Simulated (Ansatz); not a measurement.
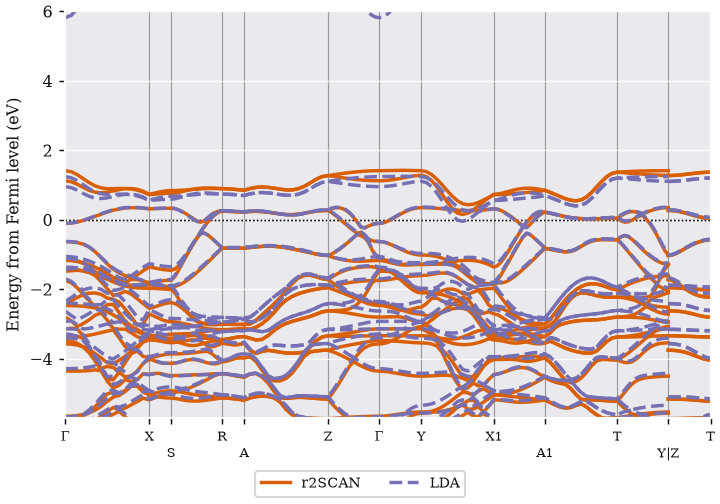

Band structures of CuO$_{2}$, space group Cmcm (No. 63), 6 atoms in the primitive cell (a = 5.40 Å, b = 5.40 Å, c = 4.34 Å, α = 90.00°, β = 90.00°, γ = 149.66°), by two methods on the same cell. Each is counted from its own Fermi level.

Q: What changes from one method to the other?

A: Both give a metal. Levels within 1 eV of the Fermi level in either run differ by 0.06 eV on average and by 0.20 eV at most (between Y and X1). Filled levels 1 to 5 eV under it lie 0.11 eV deeper on average in r2SCAN than in LDA.

Settings. r2SCAN: Ansatz PAW, no spin polarisation, no spin-orbit coupling, 10×10×6 k mesh, 500 eV cutoff, Fermi-Dirac smearing of 0.05 eV (Ansatz 0.2.0). LDA: Ansatz PAW, no spin polarisation, no spin-orbit coupling, 10×10×6 k mesh, 420 eV cutoff, Fermi-Dirac smearing of 0.05 eV (Ansatz 0.2.0).

In reduced coordinates of the cell that was run, X is (0.268, 0.268, 0), S is (0, 0.5, 0), R is (0, 0.5, 0.5), A is (0.268, 0.268, 0.5), Z is (0, 0, 0.5), Y is (−0.5, 0.5, 0), X1 is (−0.268, 0.732, 0), A1 is (−0.268, 0.732, 0.5) and T is (−0.5, 0.5, 0.5). Bands are joined in order of energy. The cell is at −15 GPa in LDA and −9 GPa in r2SCAN. The run has no spin polarisation, though such a crystal can be magnetic. Semilocal functionals often make such compounds metallic where correlation or magnetic order opens a gap, which also shifts bond lengths. The PAW data sets were made with another functional. The k mesh is thin for a metal, so its Fermi level is uncertain. The cell comes from a database of computed structures, and whether it is the stable form of this composition wasn't checked.
